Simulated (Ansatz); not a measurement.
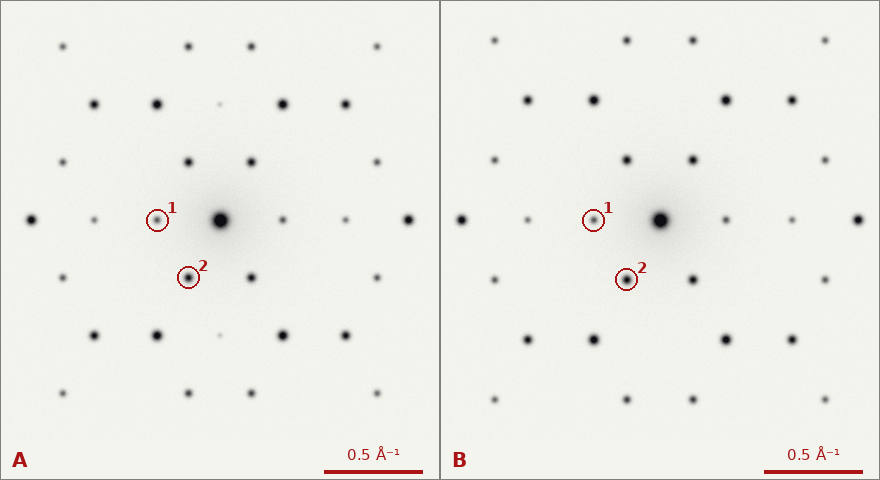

Kinematic electron diffraction patterns (120 kV, B = 0.5 Å², same scale) along [101] of the run's own cell, for the start and the end of one relaxation of HfB with Ansatz 0.2.0, DFT PBE, scalar-relativistic, plane waves, PAW. k mesh 12×12×3. The start is a generated model structure, and the relaxation ends in the nearest stationary point of its symmetry, not necessarily the ground state. Spot 1 is 0 -1 0 and spot 2 is 1 -1 -1 in both.

Start structure:

```
CELL_PARAMETERS angstrom
3.42231 0.00000 0.00000
-1.71115 2.96380 0.00000
0.00000 0.00000 11.13534
ATOMIC_POSITIONS crystal
Hf 0.00000 0.00000 0.00000
B 0.66667 0.33333 0.12500
Hf 0.33333 0.66667 0.25000
B 0.66667 0.33333 0.37500
Hf 0.00000 0.00000 0.50000
B 0.33333 0.66667 0.62500
Hf 0.66667 0.33333 0.75000
B 0.33333 0.66667 0.87500
```

> Which pattern belongs to the start structure, and which to the relaxed one?

B is the start: its cell gives d(1) = 2.964 Å, d(2) = 2.864 Å and an angle of 61.1°. A is the relaxed structure, with d(1) = 3.116 Å (+5.1 %), d(2) = 2.978 Å (+4.0 %) and 61.5°.

> Summarise the relaxation behind the change.

The volume changed by +0.3 % to 14.16 Å³ an atom; with the mean shift removed, the atoms moved by up to 0.15 Å relative to the cell (B most); the space group stayed P6_3/mmc (No. 194); the free energy fell by 59 meV an atom. Relaxed cell: a = 3.598 Å, b = 3.598 Å, c = 10.104 Å, α = 90.00°, β = 90.00°, γ = 120.00°.
